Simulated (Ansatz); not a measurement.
**Run report: MoSi₂, geometry relaxation**

System: MoSi₂ (I4/mmm, 3 atoms in the cell).
Method: DFT, PBE, plane waves, PAW, no spin polarisation (Ansatz 0.2.0).

The structure derives from an entry of the Crystallography Open Database.

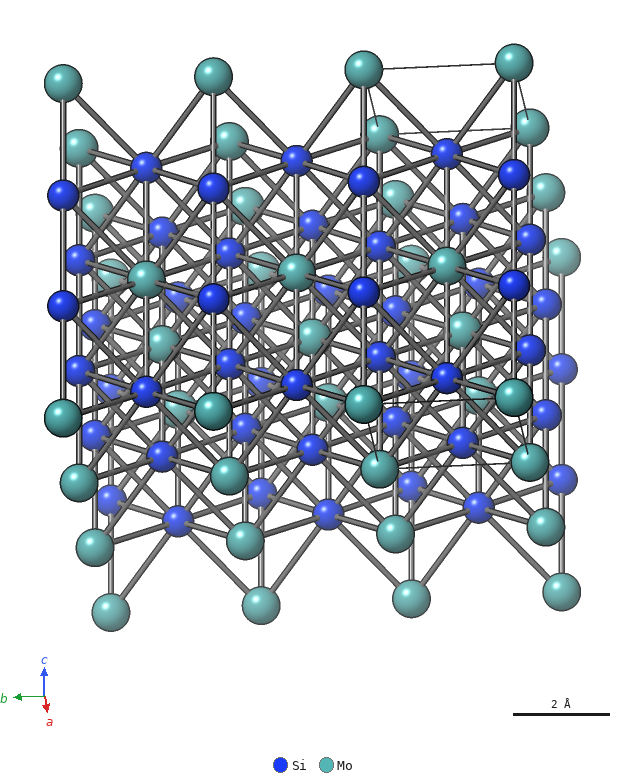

Fig. 1: The starting structure (ball-and-stick view of the cell 2 times as large as that of the calculation, set on its symmetry axes, repeated 3 × 3 × 1, seen at an oblique angle). Near neighbours in the crystal (not all of them lie inside the picture): Si has 5 Mo at 2.57 to 2.59 Å and 5 Si at 2.56 to 2.58 Å; Mo has 10 Si at 2.57 to 2.59 Å.

### Key numbers

```tsv
quantity	value
outcome	converged
space group (tolerance 0.01 Å)	I4/mmm (139)
electrons treated	22
free energy	−6229.0337 eV
Fermi energy	16.908 eV
gap on the k-point mesh	none (metallic)
pressure	14.44 GPa
final volume	38.31 Å³
largest force (length of the vector) at the end	0.005 eV/Å
final cell	a = 4.463 Å, b = 4.463 Å, c = 4.463 Å, α = 138.72°, β = 138.72°, γ = 59.81°
hardware	1 thread of AMD EPYC (Zen 3), 189 GiB of memory available, shared host
wall time	19 s
peak memory	0.38 GiB
```

### Remarks

Settings chosen away from the usual ones: volume x 0.94, shape and atoms relaxed. These settings are looser than, or depart from, a standard set-up, so the numbers are not reference values for this system. Results for this metal are sensitive to the k-point mesh.

### Input file
```yaml
crystal:
  lattice:
    - [-1.5744725181, 1.5744725181, 3.8634368714]
    - [1.5744725181, -1.5744725181, 3.8634368714]
    - [1.5744725181, 1.5744725181, -3.8634368714]
  atoms:
    - { symbol: Si, position: [0.3346412986, 0.3346412986, 0.0] }
    - { symbol: Si, position: [0.6653587014, 0.6653587014, 0.0] }
    - { symbol: Mo, position: [0.0, 0.0, 0.0] }
basis:
  ecutwfc: 420
kpoints:
  mp_grid: { grid: [8, 8, 8] }
hamiltonian:
  xc: pbe
scf:
  occupations: { method: fermi_dirac, width: 0.15 }
output:
  forces: true
  stress: true
  eigenvalues: true
  write_density: true
  write_potential: true
  elf: true
  volumetric_format: npy
relax:
  adjacent_minimum: "off"
  f_tol: 0.01
  max_steps: 30
  cell: { stress_tol: 0.1, fix: [volume] }
```

Command:
```bash
ansatz run input.yaml --threads 1 --pin off --max-ram 2560MiB --backend cpu --events-out ev --progress --plain --runs-dir out
```

### What the program printed
```
Engine: ansatz 0.2.0, x86_64-unknown-linux-gnu
Pseudopotentials: kind: paw
Pseudopotential: Si, paw, valence charge 4, recommended cutoff 420 eV (normal), Si.paw.azcp
Pseudopotential: Mo, paw, valence charge 14, recommended cutoff 420 eV (normal), Mo.paw.azcp
Functional definition: PBE
  parameter kappa = 0.804
  parameter beta = 0.06672455060314922
  exchange = pbe_x(kappa = kappa, mu = beta*pi^2/3)
  correlation = pbe_c(beta = beta)
Crystal: 3 atoms, lattice volume = 38.309 Å³
Basis set: ecut = 420 eV, 761 PW (Γ), exchange–correlation on 60×60×60 points (8 copies of the dense FFT grid, shifted against one another)
Bands: 15, of which v1, the nominal top of the filled ones, is band 11 counted from 1 (10 counted from 0)
Symmetry: 16 space group operations
Space group: I4/mmm (ITA 139), of the structure as read, at distance tolerance 3.4e-5 Å
k-points: 59 of 512
Non-local potential: Si, projectors of the file, l = 0: 2, l = 1: 2, l = 2: 2
Non-local potential: Mo, projectors of the file, l = 0: 3, l = 1: 2, l = 2: 2, l = 3: 1
PAW form: soft (Blöchl's): semilocal exchange-correlation on the pseudo side does not see the compensation charge
PAW one-centre angular grid: Si, 110 points (default); XC on 64 Gauss nodes
PAW one-centre angular grid: Mo, 590 points (default); XC on 64 Gauss nodes
Initial density: superposition of atomic densities (neutral atoms: chi_scale 0, normalization atom), corrected by the library's trained network
Initial wavefunctions: pseudopotential atomic-orbital guess
Functional: x = pbe(κ = 0.804, μ = 0.2195149727645171), c = pbe(β = 0.06672455060314922)
SCF iter   1: F=—  HF=-6229.035148 eV  |F-HF|=—  |Δ(HF+E_count)|=         —  Δρ=4.65e-3  dr2=8.36e-3  ethr=1.77e-3  ⟨swp⟩=5.0  Hψ=4903  notcnv=0
preconditioner: auto → Kerker (q_TF=auto, 2.487 Å⁻¹)  [metal: Δε(μ)=0.310 eV  Ē_g=8.067 eV  σ=0.150 eV  W_gap=0.40  n_scr=10 (ndim 8)  ℏωp=22.4 eV  f_vac=0.000  D(μ)=0.27/eV (n_scr^D=0)]
SCF iter   2: F=—  HF=-6229.033973 eV  |F-HF|=—  |Δ(HF+E_count)|=   1.18e-3  Δρ=2.57e-3  dr2=2.67e-3  ethr=3.80e-5  ⟨swp⟩=1.1  Hψ=1367  notcnv=0
SCF iter   3: F=—  HF=-6229.033354 eV  |F-HF|=—  |Δ(HF+E_count)|=   6.19e-4  Δρ=4.04e-4  dr2=1.15e-4  ethr=1.21e-5  ⟨swp⟩=2.6  Hψ=1424  notcnv=0
SCF iter   4: F=—  HF=-6229.033328 eV  |F-HF|=—  |Δ(HF+E_count)|=   2.56e-5  Δρ=1.42e-4  dr2=5.44e-6  ethr=5.24e-7  ⟨swp⟩=2.3  Hψ=1196  notcnv=0
SCF iter   5: F=—  HF=-6229.033333 eV  |F-HF|=—  |Δ(HF+E_count)|=   4.22e-6  Δρ=2.38e-5  dr2=2.13e-7  ethr=2.47e-8  ⟨swp⟩=2.2  Hψ=1273  notcnv=0
SCF iter   6: F=-6229.033333 eV  HF=-6229.033333 eV  |F-HF|=9.40e-10  |Δ(HF+E_count)|=   1.05e-8  Δρ=4.22e-6  dr2=4.81e-9  ethr=4.55e-10  ⟨swp⟩=8.2  Hψ=5547  notcnv=0
SCF 1 converged in 6 iterations: F = -6229.033333 eV  dr2 = 4.81e-9
  greatest PAW one-centre occupation: 0.998 electrons in one spin orbital (limit 2), on the Mo atom at site 2 (counted from 0), in its partial waves of l = 0
relax step   1: F+E_penalty+E_count = -6229.03333266 eV  Δ(F+E_penalty+E_count) = +0.000e0 eV  max|allowed force component| = 7.651e-2 eV/Å  Δτ_max = 0.0000 Å  P = +14.547 GPa  Ω = 38.309 Å³  fix = [volume]  reactions: volume +14.547 GPa  (6 SCF iters, dr2 threshold 1.00e-7 eV, accepted)
Initial density: handed on by an earlier stage of this run
Initial wavefunctions: those handed on with the density
iter 1 solved again at ethr=6.95e-8 eV; its pass at ethr=3.10e-3 eV (dr2=1.53e-5 eV) is discarded
SCF iter   1: F=—  HF=-6229.033711 eV  |F-HF|=—  |Δ(HF+E_count)|=         —  Δρ=3.08e-4  dr2=2.27e-5  ethr=6.95e-8  ⟨swp⟩=2.7  Hψ=5385  notcnv=0
preconditioner: auto → Kerker (q_TF=auto, 2.487 Å⁻¹)  [metal: Δε(μ)=0.276 eV  Ē_g=8.061 eV  σ=0.150 eV  W_gap=0.37  n_scr=10 (ndim 8)  ℏωp=22.4 eV  f_vac=0.000  D(μ)=0.27/eV (n_scr^D=0)]
SCF iter   2: F=—  HF=-6229.033712 eV  |F-HF|=—  |Δ(HF+E_count)|=   5.81e-8  Δρ=1.65e-4  dr2=7.15e-6  ethr=6.95e-8  ⟨swp⟩=1.0  Hψ=904  notcnv=0
SCF iter   3: F=—  HF=-6229.033709 eV  |F-HF|=—  |Δ(HF+E_count)|=   2.57e-6  Δρ=2.62e-5  dr2=3.16e-7  ethr=3.25e-8  ⟨swp⟩=2.3  Hψ=1402  notcnv=0
SCF iter   4: F=-6229.033709 eV  HF=-6229.033709 eV  |F-HF|=1.21e-8  |Δ(HF+E_count)|=   8.16e-8  Δρ=7.72e-6  dr2=2.23e-8  ethr=1.36e-9  ⟨swp⟩=7.7  Hψ=4928  notcnv=0
SCF 2 converged in 4 iterations: F = -6229.033709 eV  dr2 = 2.23e-8
relax step   2: F+E_penalty+E_count = -6229.03370887 eV  Δ(F+E_penalty+E_count) = -3.762e-4 eV  max|allowed force component| = 2.002e-2 eV/Å  Δτ_max = 0.0026 Å  P = +14.445 GPa  Ω = 38.309 Å³  energy of the carried Pulay correction = -5.034e-18 eV  fix = [volume]  reactions: volume +14.445 GPa  (4 SCF iters, dr2 threshold 3.00e-7 eV, accepted)
iter 1 solved again at ethr=2.64e-8 eV; its pass at ethr=3.10e-3 eV (dr2=5.81e-6 eV) is discarded
SCF iter   1: F=—  HF=-6229.033732 eV  |F-HF|=—  |Δ(HF+E_count)|=         —  Δρ=8.76e-5  dr2=6.91e-6  ethr=2.64e-8  ⟨swp⟩=2.0  Hψ=5262  notcnv=0
preconditioner: auto → Kerker (q_TF=auto, 2.487 Å⁻¹)  [metal: Δε(μ)=0.279 eV  Ē_g=8.061 eV  σ=0.150 eV  W_gap=0.37  n_scr=10 (ndim 8)  ℏωp=22.4 eV  f_vac=0.000  D(μ)=0.27/eV (n_scr^D=0)]
SCF iter   2: F=—  HF=-6229.033736 eV  |F-HF|=—  |Δ(HF+E_count)|=   4.53e-6  Δρ=4.68e-5  dr2=1.87e-6  ethr=2.64e-8  ⟨swp⟩=1.7  Hψ=1045  notcnv=0
SCF iter   3: F=—  HF=-6229.033736 eV  |F-HF|=—  |Δ(HF+E_count)|=   6.15e-7  Δρ=1.59e-5  dr2=2.58e-7  ethr=8.48e-9  ⟨swp⟩=2.3  Hψ=1251  notcnv=0
SCF iter   4: F=-6229.033736 eV  HF=-6229.033736 eV  |F-HF|=1.11e-9  |Δ(HF+E_count)|=   7.06e-8  Δρ=3.18e-6  dr2=2.66e-9  ethr=2.96e-10  ⟨swp⟩=7.7  Hψ=4877  notcnv=0
SCF 3 converged in 4 iterations: F = -6229.033736 eV  dr2 = 2.66e-9
relax step   3: F+E_penalty+E_count = -6229.03373566 eV  Δ(F+E_penalty+E_count) = -2.680e-5 eV  max|allowed force component| = 5.320e-3 eV/Å  Δτ_max = 0.0007 Å  P = +14.441 GPa  Ω = 38.309 Å³  fix = [volume]  reactions: volume +14.441 GPa  (4 SCF iters, dr2 threshold 6.51e-8 eV, accepted)
Initial wavefunctions: pseudopotential atomic-orbital guess (no wavefunctions were taken with the density)
iter 1 solved again at ethr=3.39e-8 eV; its pass at ethr=3.10e-3 eV (dr2=7.46e-6 eV) is discarded
SCF iter   1: F=—  HF=-6229.033728 eV  |F-HF|=—  |Δ(HF+E_count)|=         —  Δρ=3.79e-6  dr2=3.10e-9  ethr=3.39e-8  ⟨swp⟩=3.1  Hψ=7493  notcnv=0
preconditioner: auto → Kerker (q_TF=auto, 2.487 Å⁻¹)  [metal: Δε(μ)=0.278 eV  Ē_g=8.061 eV  σ=0.150 eV  W_gap=0.37  n_scr=10 (ndim 8)  ℏωp=22.4 eV  f_vac=0.000  D(μ)=0.27/eV (n_scr^D=0)]
SCF iter   2: F=—  HF=-6229.033732 eV  |F-HF|=—  |Δ(HF+E_count)|=   4.10e-6  Δρ=2.21e-6  dr2=1.09e-9  ethr=1.41e-11  ⟨swp⟩=2.4  Hψ=1502  notcnv=0
SCF iter   3: F=—  HF=-6229.033732 eV  |F-HF|=—  |Δ(HF+E_count)|=  9.28e-11  Δρ=5.07e-7  dr2=1.35e-10  ethr=4.96e-12  ⟨swp⟩=2.1  Hψ=1267  notcnv=0
SCF iter   4: F=-6229.033732 eV  HF=-6229.033732 eV  |F-HF|=2.73e-12  |Δ(HF+E_count)|=  2.18e-11  Δρ=2.27e-7  dr2=1.20e-11  ethr=1.00e-12  ⟨swp⟩=5.6  Hψ=3598  notcnv=0
SCF 4 converged in 4 iterations: F = -6229.033732 eV  dr2 = 1.20e-11
relax step   4: F+E_penalty+E_count = -6229.03373163 eV  Δ(F+E_penalty+E_count) = +4.033e-6 eV  max|allowed force component| = 5.310e-3 eV/Å  Δτ_max = 0.0000 Å  P = +14.441 GPa  Ω = 38.309 Å³  fix = [volume]  reactions: volume +14.441 GPa  stress off target by 4.47e-2 GPa on what of the cell is left free  SCF on the basis re-selected at this cell (its energy is not comparable with the rows above)  (4 SCF iters)
```

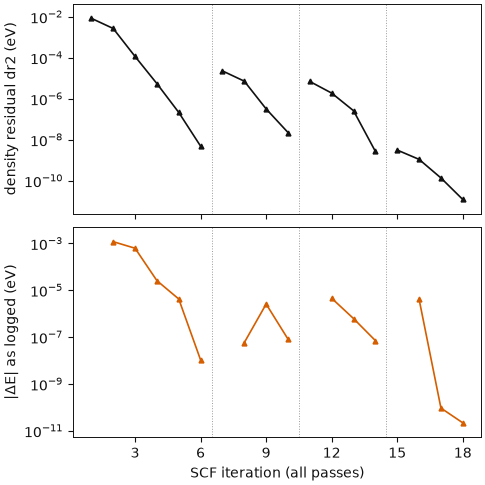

Fig. 2: Convergence of the self-consistent field: density residual dr2 and size of the energy change against the SCF iteration. The dotted lines part the SCF passes of the relaxation: geometry steps, rejected trials and re-solves on a re-selected basis. The passes take 6, 4, 4 and 4 iterations.

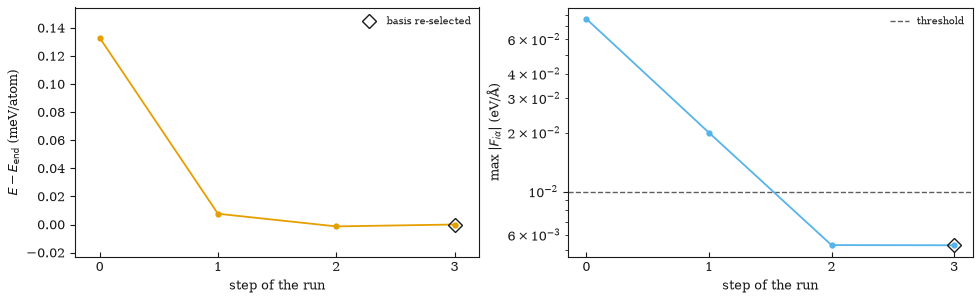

Fig. 3: Progress of the relaxation, step by step (the first geometry is step 0 here and step 1 in the log). The energy falls by 0.1 meV per atom in 2 geometry steps. Largest force component: 0.077 eV/Å at the start, 0.0053 eV/Å at the end. Pressure: 14.55 GPa at the start and 14.44 GPa at the end. The atoms keep their places relative to the cell (all moves are under 0.005 Å). Distances before and after: Si1–Si2 2.555 → 2.566 Å. The space group stays I4/mmm (No. 139). A last SCF at the same geometry on a re-selected plane-wave basis shifts the energy by +0.0 meV per atom. (Atoms are counted from 1 in the order of the input.)

```
basis re-selected at this cell: Δ(F+E_penalty+E_count) = +4.033e-6 eV, ΔP = -0.000 GPa vs the last step (what re-selecting the basis moved, of the pressure what is left beyond the Pulay correction that the steps carried, after the strain that the cell walked since its last selection, with what the two solves' SCF thresholds leave and, on support functions, any second-order correction that the steps lacked; it is no measure of the basis error at this ecutwfc). This SCF's stress stands 4.47e-2 GPa from its target on what of the cell is left free (relax.cell.stress_tol is 1.00e-1 GPa) and its largest allowed force component is 5.31e-3 eV/Å (relax.f_tol is 1.00e-2 eV/Å): within both
SCF converged after 4 iterations
Free energy (F): -6229.033732 eV
Harris-Foulkes:  -6229.033732 eV  (|F-HF|=2.73e-12)
Internal energy: -6229.009890 eV  (E = F + TS)
E sigma→0 (E₀):  -6229.021811 eV
Entropy (-TS):   -0.023841 eV (-7.947 meV/atom)
Fermi energy:    16.908037 eV
--- Per-component energies (eV) ---
  E_band       = -28.008426
  E_kinetic    = 536.185206
  E_local      = -1115.312598  (includes V_loc(G=0)·N_el)
  E_nonlocal   = 193.535927
  E_hartree    = 419.147947
  E_xc         = -300.310370
  E_vxc        = -331.261717  (∫ρ·V_xc dr)
  E_paw        = -4227.231985  (= ΣΔE_a)
  E_vpaw       = -149.451151  (= ΣTr[D̂ρ^β])
  E_aug_tail   = 0.000032  (compensation charges beyond the density's cutoff)
  E_ewald      = -1735.024049
  E_smearing   = -0.023841  (= −TS)
  E_closure    = 0.000000  (closes the sum)
  Σ components = -6229.033732   (vs F -6229.033732, Δ=0.00e0)
--- Forces (eV/Å), atoms counted from 1 ---
  atom   1  Si     0.00000000     0.00000000    -0.00530988
  atom   2  Si    -0.00000000     0.00000000     0.00530988
  atom   3  Mo     0.00000000    -0.00000000    -0.00000000
  max |Σ_I F_I| component: 2.78e-17 eV/Å
--- Stress (GPa, compression-positive) ---
       14.463627       0.000000      -0.000000
        0.000000      14.463627       0.000000
       -0.000000       0.000000      14.396566
  P = ⅓ Tr σ = 14.4413 GPa (144.413 kbar)
--- Band table (eV; the first three rows and the last of 59) ---
  k-point 0: bands = ["-43.7451", "-17.9414", "-17.8189", "-17.8189", "3.0941", "10.2310", "13.5210", "13.6391", "14.1576", "14.1576", "17.3393", "19.9034", "20.3732", "20.6536", "20.6536"]
  k-point 1: bands = ["-43.7383", "-17.9322", "-17.8637", "-17.8574", "3.5943", "10.6615", "12.3782", "13.0533", "13.8095", "15.3416", "15.7570", "19.4928", "20.4579", "20.6503", "20.8610"]
  k-point 2: bands = ["-43.7220", "-17.9628", "-17.9495", "-17.9108", "4.9710", "11.1567", "11.3951", "11.6176", "14.0637", "14.3532", "15.2261", "20.0623", "20.3831", "20.7155", "20.8559"]
  k-point 58: bands = ["-43.7444", "-17.9726", "-17.8210", "-17.8210", "5.0452", "6.5769", "13.1266", "14.5488", "16.2914", "16.2914", "16.4498", "16.4498", "17.4861", "21.7683", "22.6441"]
--- Relaxed structure (3 steps of the walk, 3 accepted, 1 SCFs on fresh bases) ---
  F+E_penalty+E_count = -6229.03373163 eV   max|allowed force component| = 5.310e-3 eV/Å   (the final SCF, on the basis selected at the relaxed cell)
  cell:  # Å, volume = 38.3093 Å³
    - [-1.5733408965448694, 1.5733408965448694, 3.86899640488283]
    - [1.5733408965448694, -1.5733408965448694, 3.86899640488283]
    - [1.5733408965448694, 1.5733408965448694, -3.86899640488283]
  atoms:
    - { symbol: Si, position: [0.33422432588062545, 0.33422432588062545, -1.8858562919622968e-35] }
    - { symbol: Si, position: [0.6657756741193747, 0.6657756741193747, 2.3350243422897177e-35] }
    - { symbol: Mo, position: [1.8708768187061034e-20, 1.8708768187061085e-20, 3.058055828613887e-35] }
```

### Trajectory as extended XYZ (Å, eV, eV/Å), 4 frames, from step=1 to step=4
```
3
Lattice="-1.5745 1.5745 3.8634 1.5745 -1.5745 3.8634 1.5745 1.5745 -3.8634" Properties=species:S:1:pos:R:3:forces:R:3 step=1 energy=-6229.03333 pressure_GPa=14.55
Si    0.0000    0.0000    2.5857    0.0000   0.0000  -0.0765
Si    0.0000    0.0000    5.1411    0.0000   0.0000   0.0765
Mo    0.0000    0.0000    0.0000    0.0000   0.0000   0.0000
3
Lattice="-1.5731 1.5731 3.8700 1.5731 -1.5731 3.8700 1.5731 1.5731 -3.8700" Properties=species:S:1:pos:R:3:forces:R:3 step=2 energy=-6229.03371 pressure_GPa=14.45
Si    0.0000    0.0000    2.5876    0.0000   0.0000  -0.0200
Si    0.0000    0.0000    5.1525    0.0000   0.0000   0.0200
Mo    0.0000    0.0000    0.0000    0.0000   0.0000   0.0000
3
Lattice="-1.5733 1.5733 3.8690 1.5733 -1.5733 3.8690 1.5733 1.5733 -3.8690" Properties=species:S:1:pos:R:3:forces:R:3 step=3 energy=-6229.03374 pressure_GPa=14.44
Si    0.0000    0.0000    2.5862    0.0000   0.0000  -0.0053
Si    0.0000    0.0000    5.1518    0.0000   0.0000   0.0053
Mo    0.0000    0.0000    0.0000    0.0000   0.0000   0.0000
3
Lattice="-1.5733 1.5733 3.8690 1.5733 -1.5733 3.8690 1.5733 1.5733 -3.8690" Properties=species:S:1:pos:R:3:forces:R:3 step=4 energy=-6229.03373 pressure_GPa=14.44
Si    0.0000    0.0000    2.5862    0.0000   0.0000  -0.0053
Si    0.0000    0.0000    5.1518    0.0000   0.0000   0.0053
Mo    0.0000    0.0000    0.0000    0.0000   0.0000   0.0000
```
